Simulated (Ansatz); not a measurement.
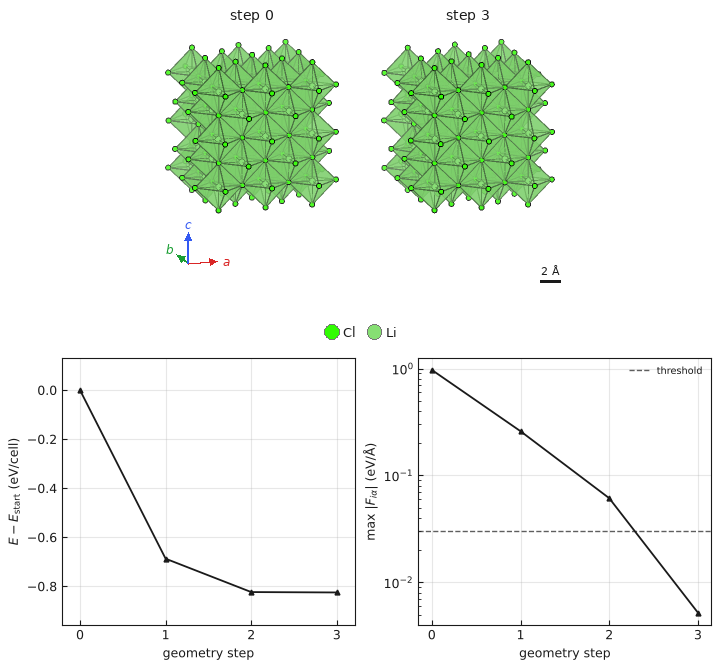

First and last geometry of a relaxation of a defect cell of composition Cl31Li31, with the history of the run. Style: polyhedral. Shown: the cell of the calculation (origin shifted), slightly off an axis.

All numbers below come from DFT, PBEsol, PAW, plane waves (Ansatz 0.2.0). Settings: plane-wave cutoff 420 eV; k-point mesh 1 × 1 × 1; mesh shifted by (0.25, 0.25, 0.25); no spin polarisation; atoms relaxed in a fixed cell; force threshold 0.03 eV/Å; at most 80 steps.

### Read the history and describe the run.

It converged. A Li atom moves most: 0.28 Å along −a. Largest moves by element: Li 0.28 Å, Cl 0.11 Å. The cell doesn't change. Some distances before and after: Cl–Li 2.587 → 2.287 Å, Cl–Li 2.563 → 2.327 Å, Cl–Li 2.541 → 2.327 Å, Cl–Li 2.506 → 2.711 Å. Among the angles between lasting bonds that change: Cl–Li–Cl 179.7° → 163.0°, Cl–Li–Cl 179.4° → 163.0°, Li–Cl–Li 89.8° → 104.6°. The energy falls by 0.825 eV per cell of the calculation in 3 geometry steps. Largest force component: 0.97 eV/Å at the start, 0.0052 eV/Å at the end. Cost: 28 s on 7 threads of Arm Neoverse-V2, peak memory 1.7 GiB.

```
step  E − E(0), meV/atom  largest force component, eV/Å
   0                0.00                         0.9726
   1              -11.09                         0.2596
   2              -13.28                         0.0613
   3              -13.31                         0.0052
```
